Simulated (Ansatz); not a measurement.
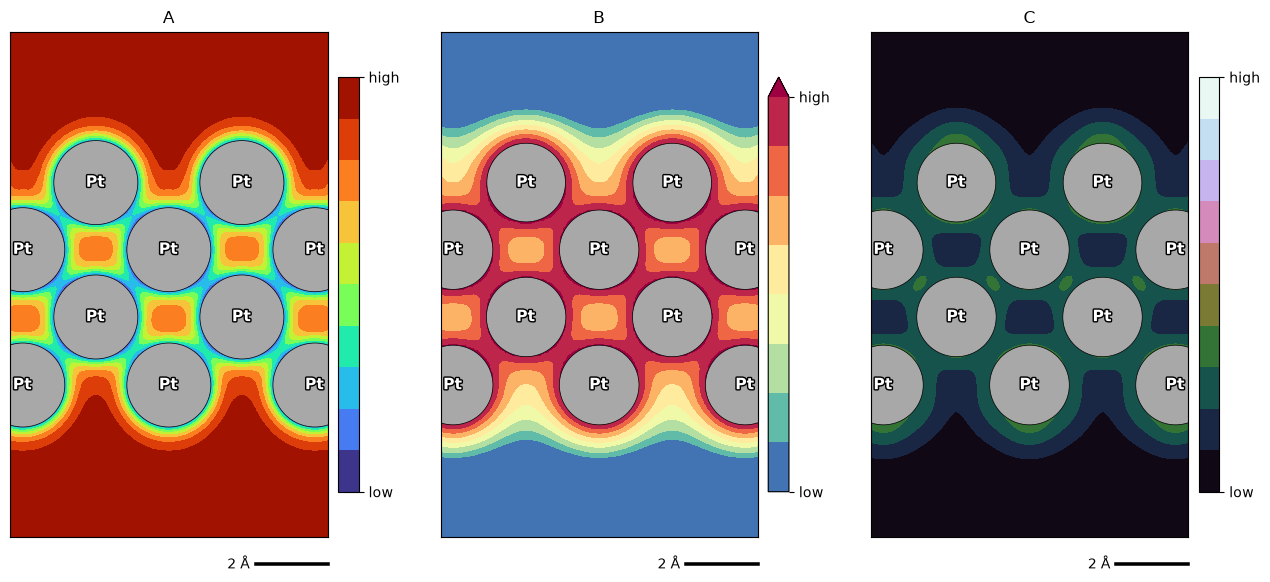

Pt (slab): 3 fields on the (100) plane of the calculation cell, a cut from vacuum to vacuum, with unlabelled colour scales. Grey discs cover the atomic cores.

Not relaxed (largest force 0.5 eV/Å).

Computed with Ansatz, DFT PBE, scalar-relativistic, plane waves, PAW.

```yaml
crystal:
  lattice:
    - [4.06260, 0.00000, 0.00000]
    - [0.00000, 4.06260, 0.00000]
    - [0.00000, 0.00000, 30.57659]
  atoms:
    - { symbol: Pt, position: [0.00000, 0.00000, 0.56457] }
    - { symbol: Pt, position: [0.50000, 0.50000, 0.56347] }
    - { symbol: Pt, position: [0.50000, 0.00000, 0.62608] }
    - { symbol: Pt, position: [0.00000, 0.50000, 0.62646] }
    - { symbol: Pt, position: [0.00000, 0.00000, 0.68765] }
    - { symbol: Pt, position: [0.50000, 0.50000, 0.68885] }
    - { symbol: Pt, position: [0.50000, 0.00000, 0.74873] }
    - { symbol: Pt, position: [0.00000, 0.50000, 0.74870] }
```

### Which field does each panel show? The fields are: electron localisation function, electrostatic potential energy of an electron and valence pseudo-density.

Panel A: electrostatic potential energy of an electron (low next to the atoms, rising into the space between them). Panel B: valence pseudo-density. Panel C: electron localisation function. From the grid: Pt–Pt (2.76 Å): ρ at the midpoint is about 0.39 e/Å³; the ELF is about 0.30 at the midpoint; no localised pair shows between them. Pt–Pt (2.78 Å): ρ is about 0.37 e/Å³ halfway; the ELF is about 0.30 at the midpoint (no shared electron pair shows on this line).
